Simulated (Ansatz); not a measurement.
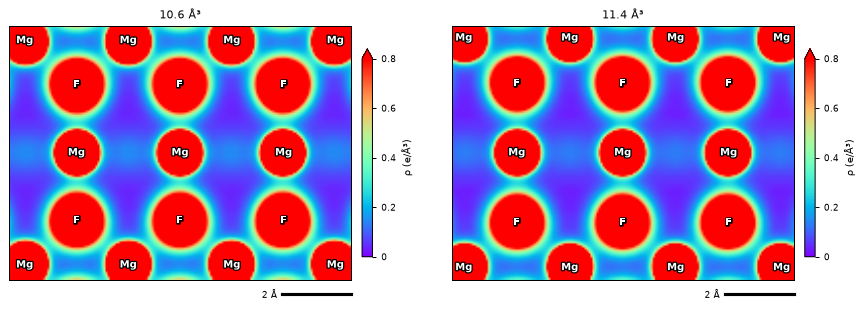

MgF2. The valence electron density of cells scaled evenly to different volumes (given per atom above each panel), on the (11̄0) plane of each (indices in the axes of the cell below), at one length scale and on one colour scale.

Theory: DFT, PBE, PAW with Ansatz's default frozen-core files, scalar-relativistic (Ansatz 0.2.0).

The density is the valence pseudo-density of a PAW calculation; it isn't the true density close to the nuclei.

The largest cell:

```yaml
crystal:
  lattice:
    - [4.71194, 0.00000, 0.00000]
    - [0.00000, 4.71194, 0.00000]
    - [0.00000, 0.00000, 3.07505]
  atoms:
    - { symbol: Mg, position: [0.00000, 0.00000, 0.00000] }
    - { symbol: Mg, position: [0.50000, 0.50000, 0.50000] }
    - { symbol: F, position: [0.30280, 0.30280, 0.00000] }
    - { symbol: F, position: [0.19720, 0.80280, 0.50000] }
    - { symbol: F, position: [0.69720, 0.69720, 0.00000] }
    - { symbol: F, position: [0.80280, 0.19720, 0.50000] }
```

| volume (Å³/atom) | Mg–F contact in the plane (Å) | ρ at its midpoint (e/Å³) | pressure (GPa) | gap on the mesh (eV) | 
| --- | --- | --- | --- | --- |
| 10.63 | 1.972 | 0.362 | 7.5 | 7.32 | 
| 10.95 | 1.992 | ? | ? | ? | 
| 11.38 | 2.018 | 0.324 | 0.0 | 6.84 | 

Estimate the missing row, and compare with the calculation.

Over the known rows ln ρ falls by 2.41 per Å of Mg–F distance (the line through the two), which gives 0.345 e/Å³ at 1.992 Å; the calculation gives 0.345 e/Å³. For the pressure, a straight line in volume between the neighbouring rows gives 4.3 GPa; the calculation gives 3.9, lower because pressure rises ever faster on compression. For the gap on the mesh, a straight line in volume between the neighbouring rows gives 7.12 eV; the calculation gives 7.10.
